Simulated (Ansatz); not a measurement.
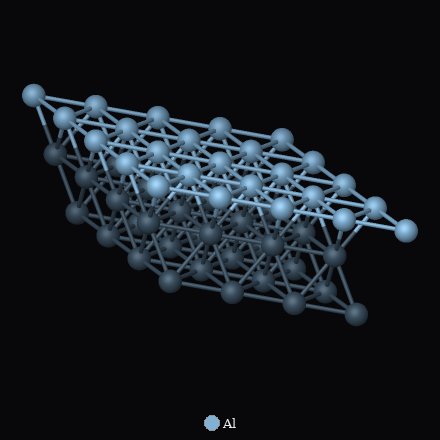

The system is Pt on an Al(111) slab cut from the Fm-3m phase, its upper half relaxed before the scan (12 atoms of substrate and one adsorbate in a 2 × 2 cell); the picture shows it without the atoms that are moved over the map. Pt is moved over the surface cell; relaxed at each place: the height of the adsorbate's atoms; substrate rigid; the origin of the map has the adsorbate above Al9. Places are given modulo a cell vector. The map is drawn in real space over the plane of the surface. Grid: 6 × 6 points; 10 points were computed and 26 follow by symmetry. Places are given in fractions of the 1 × 1 surface cell. Energies: eV, counted from the lowest grid point. Level of theory: DFT PBE, scalar-relativistic, plane waves, PAW (Ansatz 0.2.0). Settings: cutoff 420 eV, k-mesh 6×6×1, gaussian smearing 0.1 eV, no spin polarisation.

Range: position of Pt13 along the first surface vector from 0.000 to 0.833; position of Pt13 along the second surface vector from 0.000 to 0.833.

> What landscape does the calculation give?

The lowest grid point is at a threefold hollow over a third-layer Al atom, (4/6, 2/6) of the cell vectors. There is a further well near a threefold hollow over a second-layer Al atom, (2/6, 4/6) of the cell vectors (0.038 eV above the lowest at that grid point). The highest grid point, the top site over a surface Al atom, (0/6, 0/6) of the cell vectors, lies 2.04 eV above the lowest. On the interpolated surface the easiest way out of the lowest well to the well at a threefold hollow over a second-layer Al atom, (2/6, 4/6) of the cell vectors passes a barrier of about 0.43 eV. At the lowest point the adsorbate has 3 Al at 2.38 Å as nearest neighbours, at the highest 1 Al at 2.20 Å. Its relaxed height above the top atom is 1.72 Å at the lowest and 2.20 Å at the highest point.

| second ↓, first → | 0/6 | 1/6 | 2/6 | 3/6 | 4/6 | 5/6 |
| --- | --- | --- | --- | --- | --- | --- |
| 5/6 | 1.79 | 1.30 | 0.47 | 0.47 | 1.30 | 1.79 |
| 4/6 | 1.06 | 0.47 | 0.04 | 0.47 | 1.06 | 1.28 |
| 3/6 | 0.43 | 0.47 | 0.47 | 0.43 | 0.44 | 0.44 |
| 2/6 | 1.06 | 1.30 | 1.06 | 0.44 | 0.00 | 0.44 |
| 1/6 | 1.79 | 1.79 | 1.28 | 0.44 | 0.44 | 1.28 |
| 0/6 | 2.04 | 1.79 | 1.06 | 0.43 | 1.06 | 1.79 |

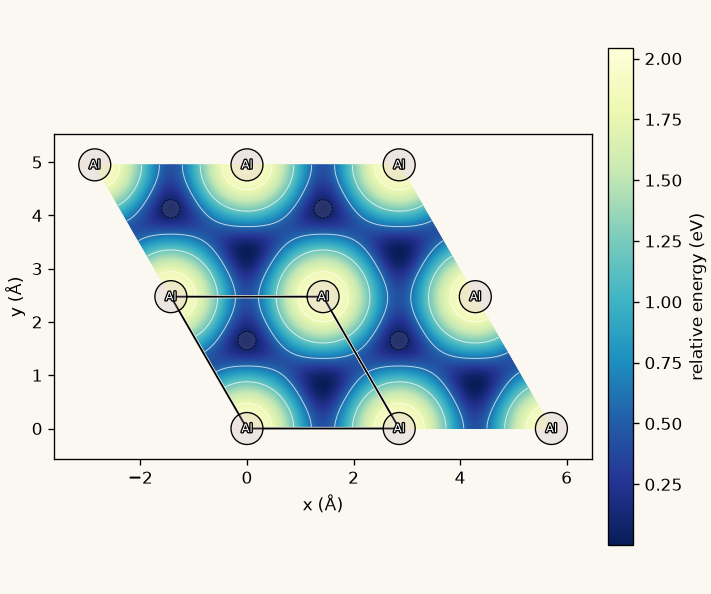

In the figure: a smooth colour map with a few white contour lines, labelled circles for the atoms of the top layer and small ones for the second layer, the outline of one cell of the 2 × 2 shown. Between grid points the surface is interpolated.

Each point was launched as `ansatz run input.yaml --threads 1 --pin off --max-ram 3072MiB --backend cpu --events-out ev --progress --plain --runs-dir out`. Time for the 10 points that were run: 24 min on 1 thread of Arm Neoverse N1, on a shared host.

PAW datasets: the set soft_1.
